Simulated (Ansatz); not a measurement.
# Dielectric response of SrO (001) films, part 3 of 5

Wanted: ε of rocksalt SrO (001) by finite fields on slabs, and the band edges against the vacuum where run.

Ansatz 0.2.0; plane-wave DFT, PBE, Ansatz PAW (set soft_1); PAW set soft_1 (the session's first sound run).

So far, gap on the k-mesh (eV): step 2 (relaxing the film, 6 atoms, units 3) 2.35; step 4 (applied field, field 0.1 V/Å) 2.21; step 5 (applied field, field -0.1 V/Å) 2.21; step 7 (field 0.05 V/Å, other threshold, other force threshold) 2.34; step 8 (field -0.05 V/Å, other threshold, other force threshold) 2.34.

### 10. Relaxing the film, 10 atoms, units 5

This step: plane-wave DFT, PBE, Ansatz PAW (set soft_1); PAW set soft_1 (Ansatz 0.2.0).

System of this step: SrO (001), 5 units. The cell holds 10 atoms: 5 Sr and 5 O. Cell: a = 3.649 Å, b = 3.649 Å, c = 28.320 Å, α = 90.0°, β = 90.0°, γ = 90.0°. It derives from SrO (rocksalt SrO). Vacuum lies along c.

The next thickness, treated alike, so that differences show the interior and the faces cancel.

Contents of input.yaml:

```yaml
crystal:
  lattice:
    - [3.64867099, 0.0, 0.0]
    - [0.0, 3.64867099, 0.0]
    - [0.0, 0.0, 28.32]
  atoms:
    - { symbol: Sr, position: [0.5, 0.5, 0.3177966102] }
    - { symbol: O, position: [0.0, 0.0, 0.3177966102] }
    - { symbol: Sr, position: [0.0, 0.0, 0.4088983051] }
    - { symbol: O, position: [0.5, 0.5, 0.4088983051] }
    - { symbol: Sr, position: [0.5, 0.5, 0.5] }
    - { symbol: O, position: [0.0, 0.0, 0.5] }
    - { symbol: Sr, position: [0.0, 0.0, 0.5911016949] }
    - { symbol: O, position: [0.5, 0.5, 0.5911016949] }
    - { symbol: Sr, position: [0.5, 0.5, 0.6822033898] }
    - { symbol: O, position: [0.0, 0.0, 0.6822033898] }
kpoints:
  mp_grid: { grid: [8, 8, 1] }
hamiltonian:
  xc: pbe
  pseudopotentials: { kind: paw, azcp: { folder: soft_1 } }
scf:
  occupations: { method: fixed }
  convergence: { dr2_threshold: 1.0e-09 }
efield:
  axis: 3
  dipole_correction: true
  ramp_position: 0.97
  ramp_width: 0.06
relax:
  f_tol: 0.003
  max_steps: 100
output:
  write_potential: true
  write_density: true
  volumetric_format: npy
```

Run with:

```sh
> ansatz run input.yaml --threads 4 --pin off --max-ram 8192MiB --backend cpu --events-out ev --progress --plain --runs-dir out
```

Numbers of over 12 decimals in the logs are rounded to 6 here.

The log of the run:

```text
[...]
Crystal: 10 atoms, lattice volume = 377.018 Å³
Basis set: ecut = 420 eV, 7367 PW (Γ), exchange–correlation on 50×50×384 points (8 copies of the dense FFT grid, shifted against one another)
Bands: 50, of which v1, the nominal top of the filled ones, is band 40 counted from 1 (39 counted from 0)
Symmetry: 8 space group operations
k-points: 15 of 64
[...]
- { symbol: Sr, position: [0, 0.0, 0.407804] }
    - { symbol: O, position: [0.500000, 0.500000, 0.406999] }
    - { symbol: Sr, position: [0.500000, 0.500000, 0.500000] }
    - { symbol: O, position: [0, 0.0, 0.500000] }
    - { symbol: Sr, position: [0, 0.0, 0.592196] }
    - { symbol: O, position: [0.500000, 0.500000, 0.593001] }
    - { symbol: Sr, position: [0.500000, 0.500000, 0.682941] }
    - { symbol: O, position: [0, 0.0, 0.680861] }
[key lines of the parts left out:]
SCF converged after 7 iterations
Free energy (F): -20572.433567 eV
Fermi energy:    1.713845 eV
Dipole field:    D = -0.000000 V/Å  (p = -0.000000 e·Å, saw-weighted, corrected)
Work function:   Φ+ = 3.5626 eV   Φ− = 3.5626 eV
```

Elapsed: 37 s, on 4 threads of Arm Neoverse V1, shared host; peak memory 0.77 GiB.

Relaxation path:

| step | energy less that of the first step (eV) | largest force component (eV/Å) |
| --- | --- | --- |
| 1 | 0.0000 | 0.3512 |
| 2 | 0.2241 | 1.1817 |
| 3 | -0.0299 | 0.1177 |
| 4 | -0.0311 | 0.0242 |
| 5 | -0.0311 | 0.0009 |

Relaxation step 2 was tried and not accepted.

The run keeps the 8 symmetry operations that it works with, so distortions that break them were not tested.

The atoms that moved most (Å):

| atom | dx | dy | dz | length |
| --- | --- | --- | --- | --- |
| O8 | 0.000 | 0.000 | 0.054 | 0.054 |
| O4 | 0.000 | 0.000 | -0.054 | 0.054 |
| O10 | 0.000 | 0.000 | -0.038 | 0.038 |
| O2 | 0.000 | 0.000 | 0.038 | 0.038 |
| Sr3 | 0.000 | 0.000 | -0.031 | 0.031 |
| Sr7 | 0.000 | 0.000 | 0.031 | 0.031 |
| Sr1 | 0.000 | 0.000 | -0.021 | 0.021 |
| Sr9 | 0.000 | 0.000 | 0.021 | 0.021 |

The relaxation took 5 steps and lowered the energy by 0.031 eV; the largest force on the free atoms ends at 8.5e-4 eV/Å.

The gap is 2.45 eV, with the valence edge 3.56 eV and the conduction edge 1.11 eV under the upper vacuum level.

### 11. The relaxed film, single point, 10 atoms, units 5

The next thickness, treated alike, so that differences show the interior and the faces cancel.

input.yaml, the sections that differ from step 10:

```yaml
crystal:
  lattice:
    - [3.64867099, 0.0, 0.0]
    - [0.0, 3.64867099, 0.0]
    - [0.0, 0.0, 28.32]
  atoms:
    - { symbol: Sr, position: [0.5, 0.5, 0.3170591701] }
    - { symbol: O, position: [0.0, 0.0, 0.3191387961] }
    - { symbol: Sr, position: [0.0, 0.0, 0.4078041408] }
    - { symbol: O, position: [0.5, 0.5, 0.4069989273] }
    - { symbol: Sr, position: [0.5, 0.5, 0.4999999995] }
    - { symbol: O, position: [0.0, 0.0, 0.500000001] }
    - { symbol: Sr, position: [0.0, 0.0, 0.5921958585] }
    - { symbol: O, position: [0.5, 0.5, 0.5930010736] }
    - { symbol: Sr, position: [0.5, 0.5, 0.6829408292] }
    - { symbol: O, position: [0.0, 0.0, 0.6808612038] }
output:
  eigenvalues: true
  write_potential: true
  write_density: true
  volumetric_format: npy
  elf: true
# kpoints, hamiltonian, scf, efield: as in step 10
# relax: removed
```

The log of the run:

```text
[...]
Crystal: 10 atoms, lattice volume = 377.018 Å³
Basis set: ecut = 420 eV, 7367 PW (Γ)
Bands: 50, of which v1, the nominal top of the filled ones, is band 40 counted from 1 (39 counted from 0)
Symmetry: 8 space group operations
k-points: 15 of 64
[...]
k-point 0: bands = [... 36 lower, 1.7047, 1.7047, 1.7138, 1.7138, 4.1690, 4.2558, 5.0154, 5.3551, ... 6 higher]
  k-point 1: bands = [... 36 lower, 1.4070, 1.4726, 1.5451, 1.5530, 4.3686, 4.4352, 5.4228, 5.5588, ... 6 higher]
  k-point 2: bands = [... 36 lower, 1.1071, 1.1910, 1.1972, 1.3162, 4.8847, 4.9279, 6.1046, 6.4639, ... 6 higher]
  k-point 14: bands = [... 36 lower, 1.4600, 1.5264, 1.5264, 1.5856, 5.1890, 5.1890, 6.0450, 6.0450, ... 6 higher]
[key lines of the parts left out:]
SCF converged after 15 iterations
Free energy (F): -20572.433387 eV
Fermi energy:    1.713838 eV
Dipole field:    D = 0.000000 V/Å  (p = 0.000000 e·Å, saw-weighted, corrected)
Work function:   Φ+ = 3.5625 eV   Φ− = 3.5625 eV
```

Elapsed: 14 s, on 4 threads; peak memory 0.82 GiB; 55 s of CPU time.

The gap is 2.46 eV, with the valence edge 3.56 eV and the conduction edge 1.11 eV under the upper vacuum level.

### 12. Atoms held, 10 atoms, units 5, field 0.1 V/Å

Changes to input.yaml since step 11:

```diff
@@ -23,3 +23,3 @@
   occupations: { method: fixed }
-  convergence: { dr2_threshold: 1.0e-09 }
+  convergence: { dr2_threshold: 1.0e-10 }
 efield:
@@ -29,4 +29,4 @@
   ramp_width: 0.06
+  amplitude: 0.1
 output:
-  eigenvalues: true
   write_potential: true
@@ -34,2 +34 @@
   volumetric_format: npy
-  elf: true
```

The log of the run:

```text
[...]
Crystal: 10 atoms, lattice volume = 377.018 Å³
Basis set: ecut = 420 eV, 7367 PW (Γ)
Bands: 50, of which v1, the nominal top of the filled ones, is band 40 counted from 1 (39 counted from 0)
Symmetry: 8 space group operations
k-points: 15 of 64
[...]
k-point 0: bands = [... 36 lower, 1.5872, 1.5872, 1.8315, 1.8315, 3.9331, 4.4704, 5.0025, 5.1032, ... 6 higher]
  k-point 1: bands = [... 36 lower, 1.3792, 1.4260, 1.5571, 1.6718, 4.1183, 4.6653, 5.2991, 5.4096, ... 6 higher]
  k-point 2: bands = [... 36 lower, 1.0698, 1.0800, 1.3173, 1.3585, 4.6210, 5.1734, 5.8373, 6.4495, ... 6 higher]
  k-point 14: bands = [... 36 lower, 1.3888, 1.6065, 1.6065, 1.6293, 5.1810, 5.1810, 6.0428, 6.0428, ... 6 higher]
[key lines of the parts left out:]
SCF converged after 15 iterations
Free energy (F): -20572.437324 eV
Fermi energy:    1.831482 eV
Dipole field:    D = 0.037796 V/Å  (p = 0.078749 e·Å, saw-weighted, corrected)
```

Elapsed: 14 s, on 4 threads; peak memory 0.79 GiB; 53 s of CPU time.

The dipole is 0.0787 e·Å, and the gap on the mesh 2.102 eV.

### 13. Single point, 10 atoms, units 5, field -0.1 V/Å

Changes to input.yaml since step 12:

```diff
@@ -29,3 +29,3 @@
   ramp_width: 0.06
-  amplitude: 0.1
+  amplitude: -0.1
 output:
```

The log of the run:

```text
[...]
Crystal: 10 atoms, lattice volume = 377.018 Å³
Basis set: ecut = 420 eV, 7367 PW (Γ)
Bands: 50, of which v1, the nominal top of the filled ones, is band 40 counted from 1 (39 counted from 0)
Symmetry: 8 space group operations
k-points: 15 of 64
[...]
k-point 0: bands = [... 36 lower, 1.5872, 1.5872, 1.8315, 1.8315, 3.9331, 4.4704, 5.0025, 5.1032, ... 6 higher]
  k-point 1: bands = [... 36 lower, 1.3792, 1.4260, 1.5571, 1.6718, 4.1183, 4.6653, 5.2991, 5.4096, ... 6 higher]
  k-point 2: bands = [... 36 lower, 1.0698, 1.0800, 1.3173, 1.3585, 4.6210, 5.1734, 5.8373, 6.4495, ... 6 higher]
  k-point 14: bands = [... 36 lower, 1.3888, 1.6065, 1.6065, 1.6293, 5.1810, 5.1810, 6.0428, 6.0428, ... 6 higher]
[key lines of the parts left out:]
SCF converged after 15 iterations
Free energy (F): -20572.437324 eV
Fermi energy:    1.831481 eV
Dipole field:    D = -0.037796 V/Å  (p = -0.078749 e·Å, saw-weighted, corrected)
```

Elapsed: 13 s, on 4 threads; peak memory 0.8 GiB.

The dipole is -0.0787 e·Å, and the gap on the mesh 2.102 eV.

### 14. Response with the atoms held, 10 atoms, units 5

This step: plane-wave DFT, PBE, Ansatz PAW (set soft_1); response to a field along the normal, atoms held; PAW set soft_1 (Ansatz 0.2.0).

Local field over the applied field, running mean. From the potentials at -0.1 and 0.1 V/Å; running mean over 2.58 Å, taken twice. Table of local field over applied field by z:

| z (Å) | local field over applied field |
| --- | --- |
| 4 | 0.993 |
| 5 | 0.967 |
| 6 | 0.873 |
| 7 | 0.671 |
| 8 | 0.420 |
| 9 | 0.256 |
| 10 | 0.214 |
| 11 | 0.231 |
| 12 | 0.250 |
| 13 | 0.261 |
| 14 | 0.263 |
| 15 | 0.262 |
| 16 | 0.255 |
| 17 | 0.237 |
| 18 | 0.217 |
| 19 | 0.230 |
| 20 | 0.354 |
| 21 | 0.589 |
| 22 | 0.820 |
| 23 | 0.947 |
| 24 | 0.988 |

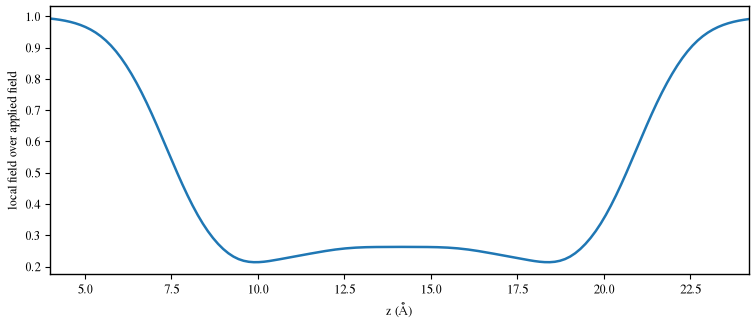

Local field over applied field, plotted against z.

The induced dipole is that of a conductor 10.70 Å thick.

### 15. Field on, atoms free, 10 atoms, units 5, field 0.05 V/Å

This step: plane-wave DFT, PBE, Ansatz PAW (set soft_1); PAW set soft_1 (Ansatz 0.2.0).

The same pair of relaxations in the field for this thickness.

Changes to input.yaml since step 13:

```diff
@@ -29,3 +29,6 @@
   ramp_width: 0.06
-  amplitude: -0.1
+  amplitude: 0.05
+relax:
+  f_tol: 0.0006
+  max_steps: 70
 output:
```

The log of the run:

```text
[...]
Crystal: 10 atoms, lattice volume = 377.018 Å³
Basis set: ecut = 420 eV, 7367 PW (Γ), exchange–correlation on 50×50×384 points (8 copies of the dense FFT grid, shifted against one another)
Bands: 50, of which v1, the nominal top of the filled ones, is band 40 counted from 1 (39 counted from 0)
Symmetry: 8 space group operations
k-points: 15 of 64
[...]
- { symbol: O, position: [0, 0.0, 0.319057] }
    - { symbol: Sr, position: [0, 0.0, 0.407840] }
    - { symbol: O, position: [0.500000, 0.500000, 0.406938] }
    - { symbol: Sr, position: [0.500000, 0.500000, 0.500063] }
    - { symbol: O, position: [0, 0.0, 0.499933] }
    - { symbol: Sr, position: [0, 0.0, 0.592251] }
    - { symbol: O, position: [0.500000, 0.500000, 0.592965] }
    - { symbol: Sr, position: [0.500000, 0.500000, 0.683025] }
    - { symbol: O, position: [0, 0.0, 0.680806] }
[key lines of the parts left out:]
SCF converged after 5 iterations
Free energy (F): -20572.434800 eV
Fermi energy:    1.717734 eV
Dipole field:    D = 0.023664 V/Å  (p = 0.049305 e·Å, saw-weighted, corrected)
```

Run time: 39 s. Hardware: 4 threads; peak memory 0.75 GiB.

Hardly anything moved in the relaxation; the energy changed by under 0.2 meV an atom.

The relaxation took 6 steps and lowered the energy by 2.5e-4 eV; the largest force on the free atoms ends at 2.2e-4 eV/Å.

The dipole is 0.0493 e·Å, and the gap on the mesh 2.413 eV.

### 16. Relaxing in the field, 10 atoms, units 5, field -0.05 V/Å

The opposite sign, again from the field-free geometry; the difference of the two cancels what relaxes without a field.

Changes to input.yaml since step 15:

```diff
@@ -29,3 +29,3 @@
   ramp_width: 0.06
-  amplitude: 0.05
+  amplitude: -0.05
 relax:
```

The log of the run:

```text
[...]
Crystal: 10 atoms, lattice volume = 377.018 Å³
Basis set: ecut = 420 eV, 7367 PW (Γ), exchange–correlation on 50×50×384 points (8 copies of the dense FFT grid, shifted against one another)
Bands: 50, of which v1, the nominal top of the filled ones, is band 40 counted from 1 (39 counted from 0)
Symmetry: 8 space group operations
k-points: 15 of 64
[...]
- { symbol: O, position: [0, 0.0, 0.319194] }
    - { symbol: Sr, position: [0, 0.0, 0.407749] }
    - { symbol: O, position: [0.500000, 0.500000, 0.407035] }
    - { symbol: Sr, position: [0.500000, 0.500000, 0.499937] }
    - { symbol: O, position: [0, 0.0, 0.500067] }
    - { symbol: Sr, position: [0, 0.0, 0.592160] }
    - { symbol: O, position: [0.500000, 0.500000, 0.593062] }
    - { symbol: Sr, position: [0.500000, 0.500000, 0.682880] }
    - { symbol: O, position: [0, 0.0, 0.680943] }
[key lines of the parts left out:]
SCF converged after 5 iterations
Free energy (F): -20572.434800 eV
Fermi energy:    1.717735 eV
Dipole field:    D = -0.023664 V/Å  (p = -0.049306 e·Å, saw-weighted, corrected)
```

It took 41 s on 4 threads; peak memory 0.75 GiB.

No atom moved by 0.005 Å in the relaxation.

The relaxation took 6 steps and lowered the energy by 2.5e-4 eV; the largest force on the free atoms ends at 2.2e-4 eV/Å.

The dipole is -0.0493 e·Å, and the gap on the mesh 2.413 eV.

### 17. Response with the atoms relaxed, 10 atoms, units 5

This step: plane-wave DFT, PBE, Ansatz PAW (set soft_1); response to a field along the normal, atoms relaxed; PAW set soft_1 (Ansatz 0.2.0).

Local field over the applied field, running mean. From the potentials at -0.05 and 0.05 V/Å; running mean over 2.58 Å, taken twice. The local field over applied field by z:

| z (Å) | local field over applied field |
| --- | --- |
| 4 | 0.994 |
| 6 | 0.925 |
| 8 | 0.273 |
| 10 | -0.0182 |
| 12 | 0.0894 |
| 14 | 0.00120 |
| 16 | 0.0740 |
| 18 | 0.00184 |
| 20 | 0.152 |
| 22 | 0.887 |
| 24 | 0.990 |

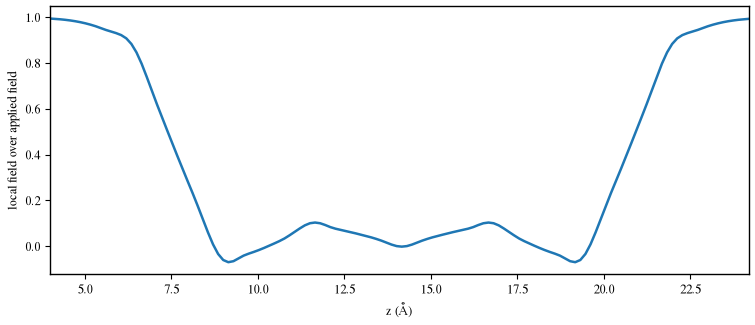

Local field over applied field against z.

The induced dipole is that of a conductor 13.40 Å thick.

### 18. Relaxation, 16 atoms, units 8

This step: plane-wave DFT, PBE, Ansatz PAW (set soft_1); PAW set soft_1 (Ansatz 0.2.0).

System of this step: SrO (001), 8 units. The cell holds 16 atoms: 8 Sr and 8 O. Its edges and angles: a = 3.649 Å, b = 3.649 Å, c = 36.060 Å, α = 90.0°, β = 90.0°, γ = 90.0°. It derives from SrO (rocksalt SrO). Vacuum lies along c.

The next thickness, treated alike, so that differences show the interior and the faces cancel.

Contents of input.yaml:

```yaml
crystal:
  lattice:
    - [3.64867099, 0.0, 0.0]
    - [0.0, 3.64867099, 0.0]
    - [0.0, 0.0, 36.06]
  atoms:
    - { symbol: Sr, position: [0.5, 0.5, 0.2495840266] }
    - { symbol: O, position: [0.0, 0.0, 0.2495840266] }
    - { symbol: Sr, position: [0.0, 0.0, 0.3211314476] }
    - { symbol: O, position: [0.5, 0.5, 0.3211314476] }
    - { symbol: Sr, position: [0.5, 0.5, 0.3926788686] }
    - { symbol: O, position: [0.0, 0.0, 0.3926788686] }
    - { symbol: Sr, position: [0.0, 0.0, 0.4642262895] }
    - { symbol: O, position: [0.5, 0.5, 0.4642262895] }
    - { symbol: Sr, position: [0.5, 0.5, 0.5357737105] }
    - { symbol: O, position: [0.0, 0.0, 0.5357737105] }
    - { symbol: Sr, position: [0.0, 0.0, 0.6073211314] }
    - { symbol: O, position: [0.5, 0.5, 0.6073211314] }
    - { symbol: Sr, position: [0.5, 0.5, 0.6788685524] }
    - { symbol: O, position: [0.0, 0.0, 0.6788685524] }
    - { symbol: Sr, position: [0.0, 0.0, 0.7504159734] }
    - { symbol: O, position: [0.5, 0.5, 0.7504159734] }
kpoints:
  mp_grid: { grid: [8, 8, 1] }
hamiltonian:
  xc: pbe
  pseudopotentials: { kind: paw, azcp: { folder: soft_1 } }
scf:
  occupations: { method: fixed }
  convergence: { dr2_threshold: 1.0e-09 }
efield:
  axis: 3
  dipole_correction: true
  ramp_position: 0.97
  ramp_width: 0.06
relax:
  f_tol: 0.003
  max_steps: 100
output:
  write_potential: true
  write_density: true
  volumetric_format: npy
```

The log of the run:

```text
[...]
Crystal: 16 atoms, lattice volume = 480.060 Å³
Basis set: ecut = 420 eV, 9377 PW (Γ), exchange–correlation on 50×50×486 points (8 copies of the dense FFT grid, shifted against one another)
Bands: 80, of which v1, the nominal top of the filled ones, is band 64 counted from 1 (63 counted from 0)
Symmetry: 8 space group operations
k-points: 15 of 64
[...]
- { symbol: Sr, position: [0.500000, 0.500000, 0.536158] }
    - { symbol: O, position: [0, 0.0, 0.536263] }
    - { symbol: Sr, position: [0, 0.0, 0.608482] }
    - { symbol: O, position: [0.500000, 0.500000, 0.608213] }
    - { symbol: Sr, position: [0.500000, 0.500000, 0.680890] }
    - { symbol: O, position: [0, 0.0, 0.681606] }
    - { symbol: Sr, position: [0, 0.0, 0.752160] }
    - { symbol: O, position: [0.500000, 0.500000, 0.750496] }
[key lines of the parts left out:]
SCF converged after 8 iterations
Free energy (F): -32916.387338 eV
Fermi energy:    3.071515 eV
Dipole field:    D = 0.000000 V/Å  (p = 0.000000 e·Å, saw-weighted, corrected)
Work function:   Φ+ = 3.5631 eV   Φ− = 3.5631 eV
```

Run time: 98 s. Hardware: 4 threads; peak memory 1.2 GiB; 6.4 min of CPU time.

Relaxation path:

| step | energy less that of the first step (eV) | largest force component (eV/Å) |
| --- | --- | --- |
| 1 | 0.0000 | 0.3517 |
| 2 | 0.2864 | 1.2496 |
| 3 | -0.0350 | 0.1641 |
| 4 | -0.0385 | 0.0184 |
| 5 | -0.0385 | 0.0003 |

Relaxation step 2 was tried and not accepted.

The run keeps the 8 symmetry operations that it works with, so distortions that break them were not tested.

The atoms that moved most (Å):

| atom | dx | dy | dz | length |
| --- | --- | --- | --- | --- |
| O4 | 0.000 | 0.000 | -0.099 | 0.099 |
| O14 | 0.000 | 0.000 | 0.099 | 0.099 |
| Sr3 | 0.000 | 0.000 | -0.073 | 0.073 |
| Sr13 | 0.000 | 0.000 | 0.073 | 0.073 |
| Sr1 | 0.000 | 0.000 | -0.063 | 0.063 |
| Sr15 | 0.000 | 0.000 | 0.063 | 0.063 |
| Sr11 | 0.000 | 0.000 | 0.042 | 0.042 |
| Sr5 | 0.000 | 0.000 | -0.042 | 0.042 |

The relaxed structure:

```cif
data_structure
_symmetry_space_group_name_H-M 'P 1'
_symmetry_Int_Tables_number 1
_cell_length_a 3.6487
_cell_length_b 3.6487
_cell_length_c 36.0600
_cell_angle_alpha 90.000
_cell_angle_beta 90.000
_cell_angle_gamma 90.000
_cell_volume 480.06
loop_
_atom_site_label
_atom_site_type_symbol
_atom_site_fract_x
_atom_site_fract_y
_atom_site_fract_z
_atom_site_occupancy
Sr1 Sr 0.50000 0.50000 0.24784 1
O2 O 0.00000 0.00000 0.24950 1
Sr3 Sr 0.00000 0.00000 0.31911 1
O4 O 0.50000 0.50000 0.31839 1
Sr5 Sr 0.50000 0.50000 0.39152 1
O6 O 0.00000 0.00000 0.39179 1
Sr7 Sr 0.00000 0.00000 0.46384 1
O8 O 0.50000 0.50000 0.46374 1
Sr9 Sr 0.50000 0.50000 0.53616 1
O10 O 0.00000 0.00000 0.53626 1
Sr11 Sr 0.00000 0.00000 0.60848 1
O12 O 0.50000 0.50000 0.60821 1
Sr13 Sr 0.50000 0.50000 0.68089 1
O14 O 0.00000 0.00000 0.68161 1
Sr15 Sr 0.00000 0.00000 0.75216 1
O16 O 0.50000 0.50000 0.75050 1
```

Running mean over 2.58 Å of the planar mean; the ramp of the sawtooth is left out. Table of electron's electrostatic potential energy less the highest filled level by z:

| z (Å) | electron's electrostatic potential energy less the highest filled level (eV) |
| --- | --- |
| 4 | 3.56 |
| 6 | 3.50 |
| 8 | -3.98 |
| 10 | -6.13 |
| 12 | -5.99 |
| 14 | -6.07 |
| 16 | -5.97 |
| 18 | -5.81 |
| 20 | -5.98 |
| 22 | -6.07 |
| 24 | -5.98 |
| 26 | -6.15 |
| 28 | -4.31 |
| 30 | 3.49 |
| 32 | 3.56 |

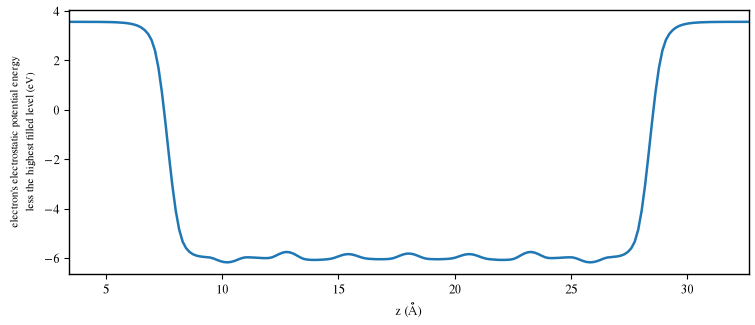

Electron's electrostatic potential energy less the highest filled level, plotted against z.

The relaxation took 5 steps and lowered the energy by 0.039 eV; the largest force on the free atoms ends at 3.2e-4 eV/Å.

The gap is 2.49 eV, with the valence edge 3.56 eV and the conduction edge 1.07 eV under the upper vacuum level.

(Continued in part 4 of 5.)

[Logs are printed without paths, hosts, clocks, repeated set-up lines and the standing remarks that a program may print on its own settings, such as how far it seeks lower states.]

[Hosts, paths, dates, database ids (printed as entryN), source tags and the programs' standing remarks are cut or masked in the printed files.]

[Maps of the electrostatic potential energy from Ansatz leave out the sawtooth potential of an applied field or a dipole correction, so their vacuum need not be flat; planar profiles and work functions include it.]
